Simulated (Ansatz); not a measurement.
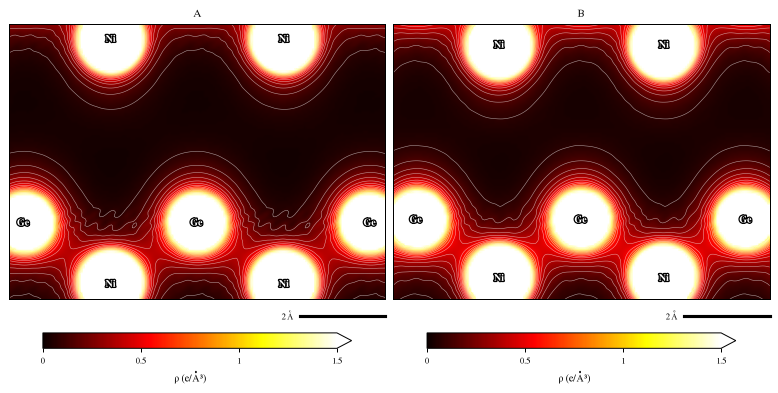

NiGe. The valence electron density of two cells that differ in size, on the (101̄) plane of each (indices in the axes of the calculation cell), at one length scale and on one colour scale: A has 23.4 Å³ an atom and B 20.2.

Space group F-43m; started from the zinc blende prototype, which need not be the ambient phase; the program warned that a starting moment wasn't kept; spin-polarised, but the moments vanished.

Level of theory: Ansatz 0.2.0, DFT PBEsol, scalar-relativistic, plane waves, PAW.

What changes from the larger cell to the smaller?

From the larger cell to the smaller, Ni–Ge goes from 2.48 to 2.36 Å, and the density at its midpoint from 0.39 to 0.47 e/Å³; the pressure goes from −14 to −8 GPa.
